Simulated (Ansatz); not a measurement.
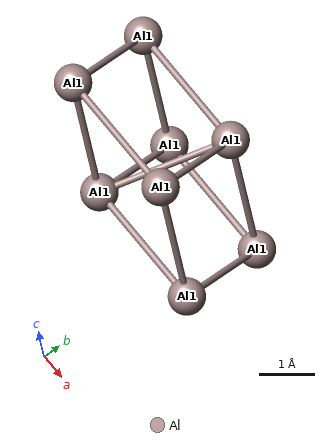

Figure 1. The structure as given in the input (ball-and-stick view of the cell of the calculation, seen slightly off an axis; atoms are numbered from 1 in the order of the input).

## Mending a single-point calculation on Al

System: Al (C2/m, 1 atom in the cell).
Method of run 1: DFT, PBE, plane waves, PAW, Ueff = 30 eV on Al f (Ansatz 0.2.0).

The structure derives from a Materials Project entry. Text and figures count atoms from 1; the logs count them from 0 in places.

Input, run 1:
```yaml
crystal:
  lattice:
    - [-1.6175102401, 1.7873488153, 1.6175102401]
    - [1.6175102401, -1.7873488153, 1.6175102401]
    - [1.4476716649, 1.6175102401, -1.6175102401]
  atoms:
    - { symbol: Al, position: [0.0, 0.0, 0.0] }
basis:
  ecutwfc: 420
kpoints:
  mp_grid: { grid: [20, 20, 20] }
hamiltonian:
  xc: pbe
  hubbard: { sites: [{ species: Al, l: f, u_eff: 30.0 }] }
scf:
  occupations: { method: gaussian, width: 0.15 }
  max_iter: 80
output:
  forces: true
  eigenvalues: true
  stress: true
```

Command:
```bash
ansatz run input.yaml --threads 1 --pin off --max-ram 2048MiB --backend cpu --events-out ev --progress --plain --runs-dir out
```

Hardware: 1 thread of Intel Xeon (Sapphire Rapids), 64 GiB of memory available, shared host.

Output (run 1):
```
Error: inconsistent input (hamiltonian.hubbard.sites[].l, hamiltonian.hubbard.sites[].shell): the file of Al doesn't list 4f, and it can't be added: PBE doesn't bind the shell 4f of the free atom, whose level lies at +1.02 eV. Type an atom or ion with it (hamiltonian.pseudopotentials.projection_atoms), take another file or name another shell
```

What went wrong, and how is the input to be mended?

Answer. This input holds a deliberate fault: a U on a shell that isn't there (`hamiltonian.hubbard`). The program refused the input: “inconsistent input (hamiltonian.hubbard.sites[].l, hamiltonian.hubbard.sites[].shell): the file of Al doesn't list 4f, and it can't be added: PBE doesn't bind the shell 4f of the free atom, whose level lies at +1.02 eV …”

A run of the same system that converges differs from this input as follows (lines with − go, lines with + come):
```diff
-  hubbard: { sites: [{ species: Al, l: f, u_eff: 30.0 }] }
-  max_iter: 80
```

Output, shortened to warnings, some set-up lines, iterations and results (run 2):
```
Basis set: ecut = 420 eV, 329 PW (Γ), exchange–correlation on 40×40×40 points (8 copies of the dense FFT grid, shifted against one another)
Symmetry: 4 space group operations
k-points: 2112 of 8000
Initial density: superposition of atomic densities (neutral atoms: chi_scale 0, normalization atom), corrected by the library's trained network
[...]
SCF iter   1: F=—  HF=-537.395235 eV  |F-HF|=—  |Δ(HF+E_count)|=         —  Δρ=7.83e-4  dr2=9.24e-5  ethr=1.77e-3  ⟨swp⟩=4.6  Hψ=108558  notcnv=0
SCF iter   2: F=—  HF=-537.395244 eV  |F-HF|=—  |Δ(HF+E_count)|=   8.73e-6  Δρ=3.66e-4  dr2=1.93e-5  ethr=3.08e-6  ⟨swp⟩=1.6  Hψ=31077  notcnv=0
SCF iter   3: F=-537.395245 eV  HF=-537.395245 eV  |F-HF|=1.72e-8  |Δ(HF+E_count)|=   1.58e-6  Δρ=1.32e-5  dr2=1.31e-8  ethr=6.42e-7  ⟨swp⟩=1.0  Hψ=11828  notcnv=0
SCF iter   4: F=-537.395245 eV  HF=-537.395245 eV  |F-HF|=8.79e-10  |Δ(HF+E_count)|=   1.72e-8  Δρ=2.48e-6  dr2=2.97e-10  ethr=4.37e-10  ⟨swp⟩=2.0  Hψ=15037  notcnv=0
SCF iter   5: F=-537.395245 eV  HF=-537.395245 eV  |F-HF|=6.82e-13  |Δ(HF+E_count)|=  9.03e-10  Δρ=1.07e-7  dr2=9.80e-13  ethr=9.92e-12  ⟨swp⟩=2.0  Hψ=15043  notcnv=0
SCF iter   6: F=-537.395245 eV  HF=-537.395245 eV  |F-HF|=1.14e-13  |Δ(HF+E_count)|=  4.55e-13  Δρ=1.05e-8  dr2=8.94e-15  ethr=1.00e-12  ⟨swp⟩=1.9  Hψ=40455  notcnv=0
SCF 1 converged in 6 iterations: F = -537.395245 eV  dr2 = 8.94e-15
SCF converged after 6 iterations
Free energy (F): -537.395245 eV
Harris-Foulkes:  -537.395245 eV  (|F-HF|=1.14e-13)
Internal energy: -537.390327 eV  (E = F + TS)
E sigma→0 (E₀):  -537.392786 eV
Entropy (-TS):   -0.004919 eV (-4.919 meV/atom)
Fermi energy:    7.721684 eV
--- Per-component energies (eV) ---
  E_band       = 10.136336
  E_kinetic    = 22.478255
  E_local      = 9.418186  (includes V_loc(G=0)·N_el)
  E_nonlocal   = 10.518298
  E_hartree    = 0.092822
  E_xc         = -39.620336
  E_vxc        = -28.795036  (∫ρ·V_xc dr)
  E_paw        = -467.339495  (= ΣΔE_a)
  E_vpaw       = -3.669007  (= ΣTr[D̂ρ^β])
  E_aug_tail   = -0.000002  (compensation charges beyond the density's cutoff)
  E_ewald      = -72.938053
  E_smearing   = -0.004919  (= −TS)
  E_closure    = -0.000000  (closes the sum)
  Σ components = -537.395245   (vs F -537.395245, Δ=0.00e0)
--- Forces (eV/Å), atoms counted from 1 ---
  atom   1  Al     0.00000000     0.00000000    -0.00000000
  max |Σ_I F_I| component: 3.85e-34 eV/Å
--- Stress (GPa, compression-positive) ---
       -0.113416       4.307483      -0.000000
        4.307483       2.955282       0.000000
       -0.000000       0.000000       0.754736
  P = ⅓ Tr σ = 1.1989 GPa (11.989 kbar)
```

The two runs side by side:

| quantity | run 1 | run 2 |
| --- | --- | --- |
| outcome | refused | converged |
| free energy per atom (eV) | – | −537.3952 |
| gap on the mesh (eV) | – | 0.00 |
| pressure (GPa) | – | 1.20 |
| volume per atom (Å³) | – | 16.83 |
| largest force (eV/Å) | – | 0.000 |
| SCF iterations | – | 6 |
| irreducible k-points | – | 2112 |
| plane waves at Γ | – | 329 |
